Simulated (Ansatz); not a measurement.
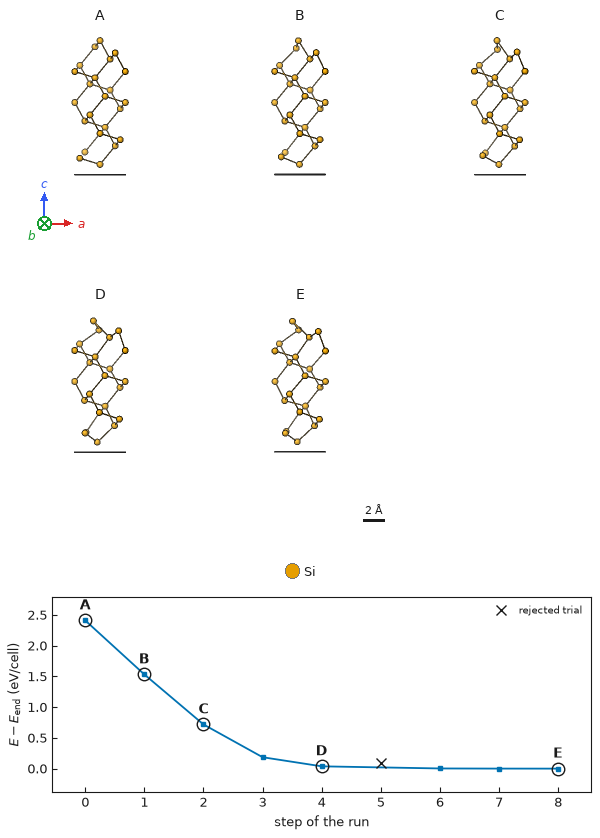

Frames of a relaxation of a slab of composition Si (cut from the Fd-3m phase), marked on the history of the run. The picture is a ball-and-stick view of the cell of the calculation, outlined in the plane, without the vacuum (origin shifted), seen along the b axis.

Case: (2 1 0) slab, atoms relaxed. The slab is the (2 1 0) face of Si.

The calculation used DFT PBEsol, scalar-relativistic, plane waves, PAW in Ansatz 0.2.0. Set-up: plane-wave cutoff 420 eV; k-point mesh 7 × 6 × 1; occupations gaussian; smearing width 0.05 eV; no spin polarisation; dipole correction; atoms relaxed in a fixed cell; force threshold 0.02 eV/Å; at most 60 steps.

### Describe the path.

The largest moves relative to the layer's centre, 0.82 Å, are those of Si atoms. The cell doesn't change. Some distances before and after: Si–Si 3.842 → 2.718 Å, Si–Si 2.353 → 2.530 Å, Si–Si 2.353 → 2.422 Å, Si–Si 2.353 → 2.399 Å. Among the angles between lasting bonds that change: Si–Si–Si 109.5° → 142.5°, Si–Si–Si 109.5° → 83.6°, Si–Si–Si 109.5° → 88.0°. The energy falls by 2.410 eV per cell of the calculation in 7 accepted moves (8 points after the start). The largest force component goes from 0.84 to 0.0079 eV/Å. The line search rejected the trial step at point 5 of the run. From step 0 to 1: Si atoms move most (0.20 Å), energy −0.879 eV per cell of the calculation. From step 1 to 2: Si atoms move most (0.19 Å), energy −0.813 eV per cell of the calculation. From step 2 to 4: Si atoms move most (0.39 Å), energy −0.681 eV per cell of the calculation. From step 4 to 8: Si atoms move most (0.13 Å), energy −37.3 meV per cell of the calculation.

```tsv
step	E − E(0), meV/atom	largest force component, eV/Å	note
0	0.00	0.8369	
1	-41.84	0.9300	
2	-80.56	0.6240	
3	-105.94	0.2990	
4	-113.00	0.1479	
5	-110.08	0.2887	rejected
6	-114.65	0.0355	
7	-114.76	0.0306	
8	-114.78	0.0079
```
